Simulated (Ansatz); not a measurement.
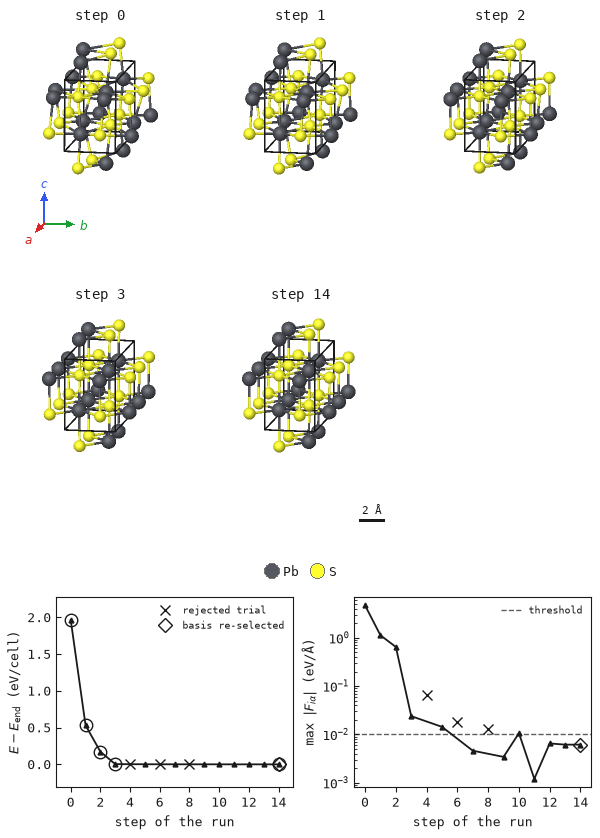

Frames of a relaxation of a crystal of PbS (built on the database structure type), marked on the history of the run. Style: ball-and-stick. Shown: the cell of the calculation, slightly off an axis.

Case: shaken.

The calculation used Ansatz, DFT, PBEsol, plane waves, PAW. Settings: plane-wave cutoff 420 eV; k-point mesh 2 × 4 × 4; occupations fermi dirac; smearing width 0.05 eV; no spin polarisation; cell and atoms relaxed; force threshold 0.01 eV/Å; at most 120 steps.

Q: What happens along the run?

A: Over 10 accepted moves (14 points after the start) the energy falls by 1.966 eV per cell of the calculation. The largest force component goes from 4.7 to 0.0061 eV/Å. The pressure goes from 4.45 to −0.01 GPa. The line search rejected the trial steps at points 4, 6, 8 of the run. At 1 point the geometry stayed and the basis and grid were re-selected for the new cell (energy shift of 0.1 meV per cell of the calculation at most each time). The atom that moves furthest relative to the cell is a Pb atom (0.47 Å along +b). By element the largest moves are Pb 0.47 Å, S 0.44 Å. The volume changes by −0.4 %, with a 8.214 → 8.344 Å (+1.6 %), b 4.233 → 4.172 Å (−1.4 %), c 5.945 → 5.912 Å (−0.6 %), β 91.0° → 90.0°, γ 90.6° → 90.0°. Some distances before and after: Pb–S 2.219 → 2.913 Å, Pb–S 3.368 → 2.950 Å, Pb–S 3.332 → 2.915 Å, Pb–S 2.544 → 2.951 Å. Bond angles that change, for instance: Pb–S–Pb 108.2° → 91.8°, S–Pb–S 164.1° → 177.9°, S–Pb–S 104.2° → 90.7°. The space group (tolerance 0.01 Å) goes from P1 (No. 1) to Aem2 (No. 39). The run took 53 s on 4 threads of Arm Neoverse V2, on a shared host, peak memory 0.6 GiB. From step 0 to 1: an S atom moves most (0.20 Å), volume +1.5 %, energy −1.436 eV per cell of the calculation. From step 1 to 2: a Pb atom moves most (0.20 Å), volume −0.4 %, energy −0.359 eV per cell of the calculation. From step 2 to 3: an S atom moves most (0.19 Å), volume −1.6 %, energy −0.168 eV per cell of the calculation. From step 3 to 14: an S atom moves most (0.07 Å), volume +0.1 %, energy −3.2 meV per cell of the calculation.
